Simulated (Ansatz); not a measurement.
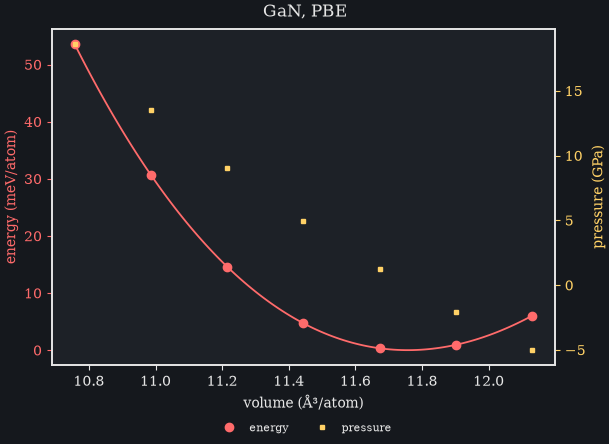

How it was computed, with Ansatz 0.2.0: all-electron LAPW DFT, no spin polarisation; energies at scaled volumes of the given cell, shape and fractions fixed, counted from the fit's minimum, third-order Birch-Murnaghan fit. Level: PBE.

k mesh 10×10×10; occupations Fermi–Dirac; smearing width 0.05 eV; potentials all electron LAPW, scalar relativistic; program settings basis error eV/atom 0.0005.

Cell as given: a = 3.187 Å, b = 3.187 Å, c = 3.187 Å, α = 60.00°, β = 60.00°, γ = 60.00°; 2 atoms.

Figure. Energy and pressure against volume for GaN, space group F-43m (No. 216).

A third-order Birch–Murnaghan fit gives V0 = 11.76 Å³/atom, B0 = 172 GPa and B′ = 4.4. The energy is 53.57 meV/atom at volume 10.76 Å³/atom and 6.02 meV/atom at 12.13 Å³/atom; the lowest computed point is at volume 11.67 Å³/atom (0.33 meV/atom). The pressure falls from 18.60 GPa at volume 10.76 Å³/atom to −5.02 GPa at 12.13 Å³/atom, and changes sign near 11.76 Å³/atom.
